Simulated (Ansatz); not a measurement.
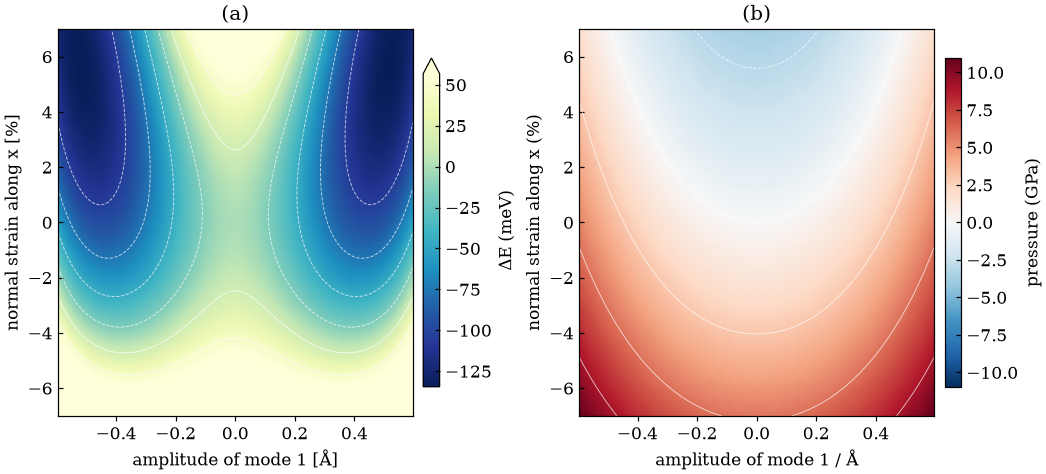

AgCl (Pm-3m, No. 221; 4 atoms in the cell). The energy is mapped over a normal mode and a strain (zone-centre modes of the 4-atom cell of this scan, which folds in the wave vector (0, 0, 1/2) of the primitive cell) (x, y and z along the cube axes). First axis: amplitude of mode 1 (97i cm⁻¹), largest displacement in the unstrained cell. Second axis: normal strain along x. Nothing is relaxed (the pattern is fixed in fractional coordinates). Grid: 7 × 7 points; 28 points were computed and 21 follow by symmetry. Points are written as (first, second). Energies are in meV per cell, from the relaxed high-symmetry cell. The calculation used DFT PBEsol, scalar-relativistic, plane waves, PAW (Ansatz). Settings: cutoff 420 eV, k-mesh 10×10×6 in the order of the run's cell vectors, gaussian smearing 0.05 eV, no spin polarisation.

Panel (a) is the energy and panel (b) the computed pressure on the same grid.

In the figure: a smooth colour map with a few white contour lines, one colour for all values above the top of the scale. Between grid points the surface is interpolated.

### How does the pressure vary over the map, and what is it at the lowest grid point?

It runs from −3.6 GPa at (0.000 Å, 7.00 %) to 11.0 GPa at (−0.595 Å, −7.00 %). At the lowest grid point, (−0.595 Å, 7.00 %), it is 1.8 GPa. That point lies on the edge of the scan.
